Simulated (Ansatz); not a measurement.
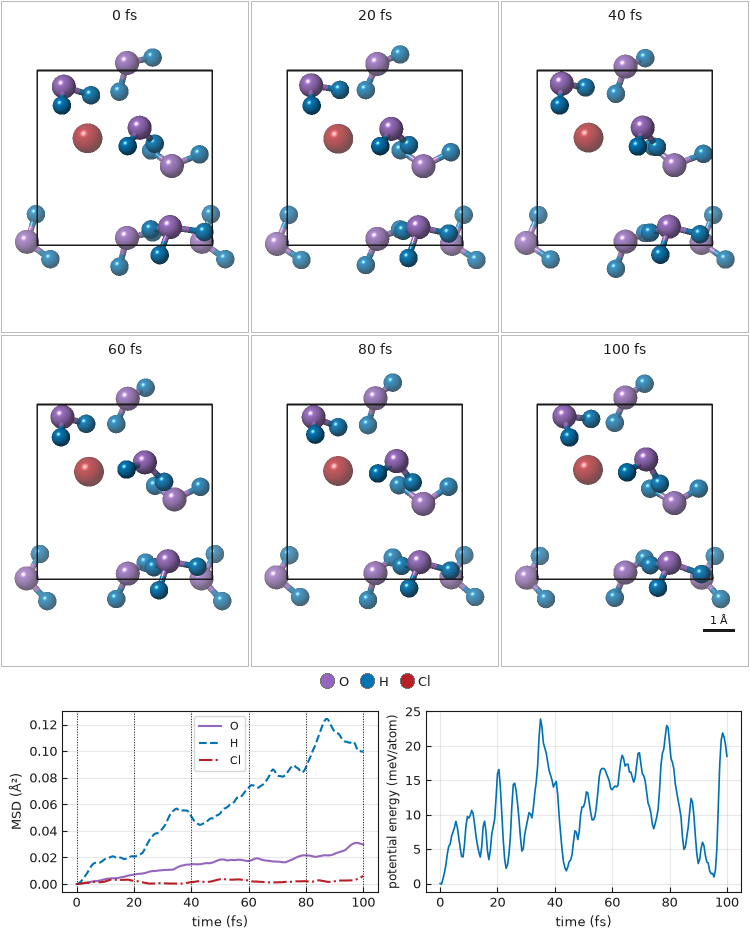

A Born-Oppenheimer molecular dynamics run of a periodic cell with 6 H2O + 1 HCl at 1.299 g/cm³, 100 fs long. It starts from the last geometry of an earlier run, with fresh velocities. Frames and the history of the run. A ball-and-stick model of the simulation cell, seen along the b axis.

These are results of DFT PBEsol, scalar-relativistic, plane waves, PAW in Ansatz 0.2.0, not measurements. Set-up: plane-wave cutoff 420 eV; k-point mesh 1 × 1 × 1; Fermi-Dirac smearing 0.05 eV; Langevin thermostat (NVT); set temperature 400 K; time step 0.5 fs; friction 0.5 per fs.

Q: What happens in this trajectory?

A: The mean temperature in the second half is 394 K (standard deviation 75 K). The potential energy in the second half lies on average 12.7 meV per atom above the first frame. In the second half of the run the atoms are, in the root-mean-square, this far from where they began (common drift taken out): H 0.30 Å, O 0.14 Å, Cl 0.05 Å. The heavy atoms stay within a fraction of a molecule's size of their starting places; so short a run doesn't tell a liquid from a solid. The friction is so strong that the slow modes are overdamped, and the motion no longer resembles free dynamics.

Limits of the set-up: the periodic images lie only 5.7 Å apart, so the values are limited by the cell's size.
